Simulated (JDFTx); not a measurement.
## A series of single points on Sn

System: Sn (Immm, 1 atom in the cell).
Method: Kohn-Sham DFT of a periodic cell, PBEsol, PseudoDojo-SR-PBEsol-0.4.1-standard, no spin polarisation (JDFTx 1.7.0 (patched build)).

The 7 runs differ only in the geometry, by an even scaling of the cell at fixed fractional positions. The structure derives from a Materials Project entry.

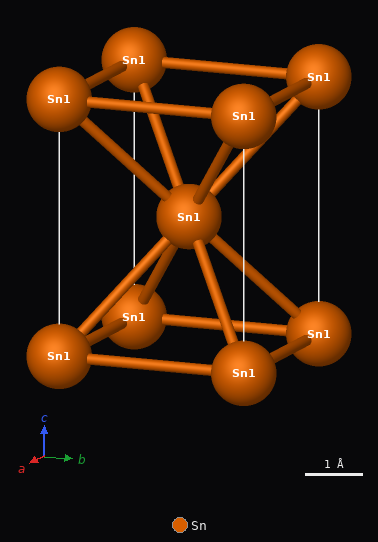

Figure 1. The structure of run 4 (ball-and-stick view of the cell 2 times as large as that of the calculation, set on its symmetry axes, seen slightly off an axis; atoms are numbered from 1 in the order of the input). An atom can appear more than once, as a periodic image.

### Input of run 4
```
lattice \
   -3.2626858535     3.2626858535     3.2626858535 \
    3.3552975514    -3.3552975514     3.3552975514 \
    4.4188259657     4.4188259657    -4.4188259657
coords-type Lattice
ion Sn     0.0000000000     0.0000000000     0.0000000000 1

ion-species pseudo/Sn.upf
elec-cutoff 36
elec-ex-corr gga-PBEsol
kpoint-folding 11 11 11
elec-smearing Fermi 0.0018374661
elec-n-bands 13
electronic-SCF nIterations 100 energyDiffThreshold 1e-09
electronic-minimize nIterations 30 energyDiffThreshold 1e-7
forces-output-coords Cartesian

dump-name run.$VAR
dump End Ecomponents EigStats BandEigs Kpoints Forces Stress ElecDensity Dtot KEdensity
```

Command:
```bash
jdftx -c 1 -i Sn.in -o Sn.out
```

Lattice vectors (Å) and fractional positions of run 4:
```
  -1.726539    1.775547    2.338342
   1.726539   -1.775547    2.338342
   1.726539    1.775547   -2.338342
Sn  0.000000  0.000000  0.000000
```

Run 5 differs from it as follows:
```diff
-   -3.2626858535     3.2626858535     3.2626858535 \
-    3.3552975514    -3.3552975514     3.3552975514 \
-    4.4188259657     4.4188259657    -4.4188259657
+   -3.2842936742     3.2842936742     3.2842936742 \
+    3.3775187126    -3.3775187126     3.3775187126 \
+    4.4480905666     4.4480905666    -4.4480905666
```

### Results, with one run withheld

```tsv
run	volume per atom (Å³)	free energy per atom, from the lowest run given (meV)	pressure (GPa)
1	26.953	0.00	−0.71
2	27.526	4.44	−1.78
3	28.100	12.48	−2.73
4	28.673	23.71	−3.56
5	29.247	?	?
6	29.820	54.22	−4.94
7	30.394	72.90	−5.52
```

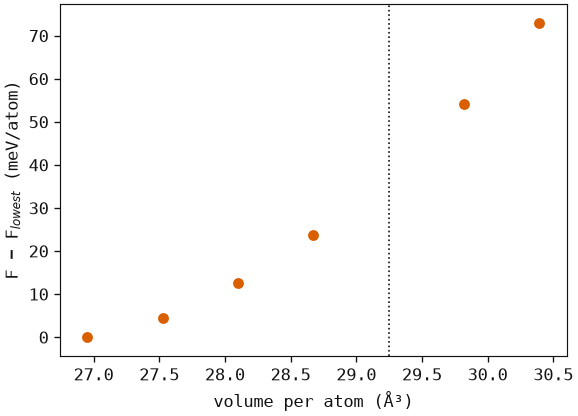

Figure 2. Free energy per atom of the runs given; the dotted line marks run 5.

Estimate the energy of run 5 from the others.

A cubic polynomial in V^(−2/3) (the Birch–Murnaghan form), fitted to the 6 runs given, misses them by at most 0.01 meV per atom. With x = V^(−2/3) − 0.10709 Å⁻², it reads F = 20.732 − 8363.4 x + 7.9814e+05 x² + 3.2366e+06 x³ (meV per atom). At run 5 it gives 37.74 meV per atom, and the run itself gives 37.72. The slope of the fit gives a pressure −dF/dV of −4.28 GPa there, and the run prints −4.30 GPa. The fit has no minimum inside this range.

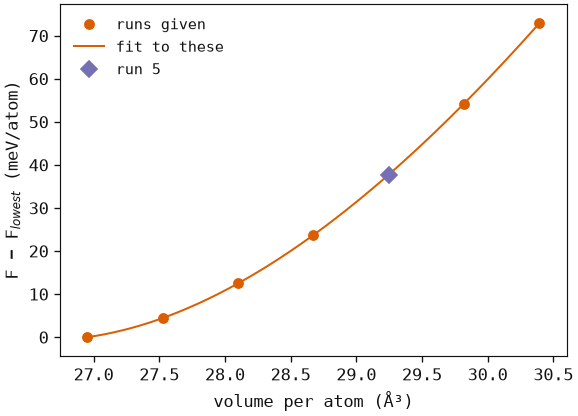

Figure 3. The fit and the withheld run.

### Some lines of the output (run 5)
```
[...]
unit cell volume = 197.366
     Etot =      -67.7123841007629892
        F =      -67.7125096156880062
	HOMO-LUMO gap: +0.000544
	Optical gap  : +0.022894 at state 142 ( [ +0.181818 +0.181818 +0.272727 ] spin 0 )
```
